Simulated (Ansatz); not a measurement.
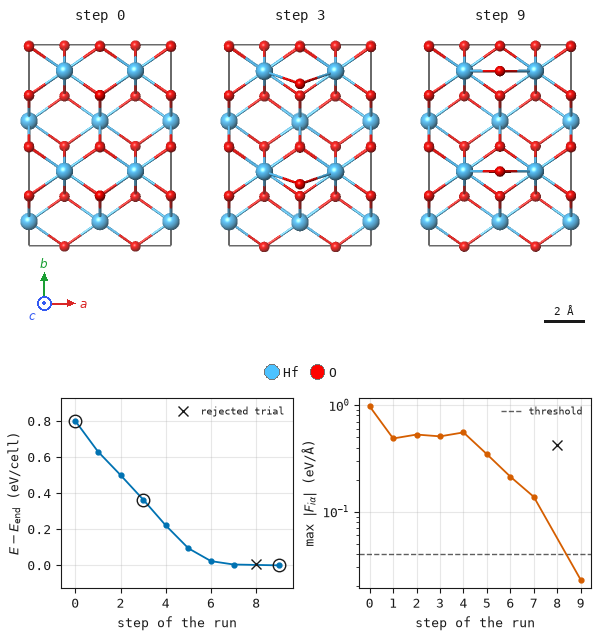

Frames of a constrained relaxation of a slab of composition Hf8O17 (cut from the Fm-3m phase), marked on the history of the run. The picture is a ball-and-stick view of the 1 × 2 repeat of the cell, outlined in the plane, without the vacuum (origin shifted), seen along the c axis.

Case: 1 O a cell, anchor, over a top O site. The slab is the (1 1 0) face of HfO2 with O on it. 12 atoms are held fixed.

Theory: Ansatz, DFT PBE+D3(BJ), scalar-relativistic, plane waves, PAW.

Input
```yaml
crystal:
  lattice:
    - [7.174141898, 0.0, 0.0]
    - [0.0, 5.0728843852, 0.0]
    - [0.0, 0.0, 23.3806064235]
  atoms:
    - { symbol: Hf, position: [0.25, 0.5, 0.3421639223] }
    - { symbol: Hf, position: [0.75, 0.5, 0.3421639223] }
    - { symbol: O, position: [0.5, 0.75, 0.3421639223] }
    - { symbol: O, position: [0.0, 0.75, 0.3421639223] }
    - { symbol: O, position: [0.5, 0.25, 0.3421639223] }
    - { symbol: O, position: [0.0, 0.25, 0.3421639223] }
    - { symbol: Hf, position: [0.5, 0.0, 0.4188743139] }
    - { symbol: Hf, position: [0.0, 0.0, 0.4188743139] }
    - { symbol: O, position: [0.75, 0.25, 0.4188743139] }
    - { symbol: O, position: [0.25, 0.25, 0.4188743139] }
    - { symbol: O, position: [0.75, 0.75, 0.4188743139] }
    - { symbol: O, position: [0.25, 0.75, 0.4188743139] }
    - { symbol: Hf, position: [0.75, 0.5, 0.5042016817] }
    - { symbol: Hf, position: [0.25, 0.5, 0.5042016817] }
    - { symbol: O, position: [0.0, 0.7477188689, 0.4971746255] }
    - { symbol: O, position: [0.5, 0.7477188689, 0.4971746255] }
    - { symbol: O, position: [0.0, 0.2522811311, 0.4971746255] }
    - { symbol: O, position: [0.5, 0.2522811311, 0.4971746255] }
    - { symbol: Hf, position: [0.0, 0.0, 0.5645820386] }
    - { symbol: Hf, position: [0.5, 0.0, 0.5645820386] }
    - { symbol: O, position: [0.25, 0.2406993023, 0.5752541015] }
    - { symbol: O, position: [0.75, 0.2406993023, 0.5752541015] }
    - { symbol: O, position: [0.25, 0.7593006977, 0.5752541015] }
    - { symbol: O, position: [0.75, 0.7593006977, 0.5752541015] }
    - { symbol: O, position: [0.75, 0.7593006977, 0.6637890164], spin: 2.0 }
basis:
  ecutwfc: 420
kpoints:
  mp_grid: { grid: [2, 3, 1] }
hamiltonian:
  xc: pbe
  dispersion: d3bj
scf:
  occupations: { method: gaussian, width: 0.05 }
output:
  forces: true
  eigenvalues: true
  populations: true
  write_density: true
  write_potential: true
  elf: true
  volumetric_format: npy
magnetization:
  spin_polarized: true
relax:
  adjacent_minimum: "off"
  f_tol: 0.04
  max_steps: 100
  constraints: [{ sites: [0, 1, 2, 3, 4, 5, 6, 7, 8, 9, 10, 11] }]
efield:
  axis: 3
  dipole_correction: true
  ramp_width: 0.04
```

Command:
```bash
ansatz run input.yaml --threads 8 --pin off --max-ram 20480MiB --backend cpu --events-out ev --progress --plain --runs-dir out
```

What happens along the run?

Answer. The largest move is that of O25, 1.31 Å at 68° to the normal (−c side). Largest moves by element: O 1.31 Å, Hf 0.14 Å. The lattice vectors keep their values. Among the contacts that change: Hf19–O25 3.176 → 2.509 Å, O11–Hf13 2.364 → 2.244 Å, Hf13–Hf19 3.412 → 3.498 Å, Hf7–Hf20 3.407 → 3.465 Å. New bonds form, among them: Hf19–O25 (3.18 → 2.51 Å), Hf20–O25 (3.18 → 2.51 Å). Among the angles between lasting bonds that change: O21–Hf20–O24 166.9° → 172.9°, O18–Hf20–O24 116.2° → 112.4°, Hf13–O22–Hf19 104.9° → 108.6°. After 8 accepted moves (9 points after the start) the energy has fallen by 0.802 eV per cell of the calculation. Largest force component: 0.97 eV/Å at the start, 0.023 eV/Å at the end. The line search rejected the trial step at point 8 of the run. The run may lie on a higher electronic state than the lowest, so the end point isn't shown to be the ground-state structure. From step 0 to 3: O25 moves most (0.59 Å), energy −0.437 eV per cell of the calculation. From step 3 to 9: O25 moves most (0.74 Å), energy −0.365 eV per cell of the calculation.

Limits of the set-up: the periodic images lie only 5.1 Å apart, so the values are limited by the cell's size.
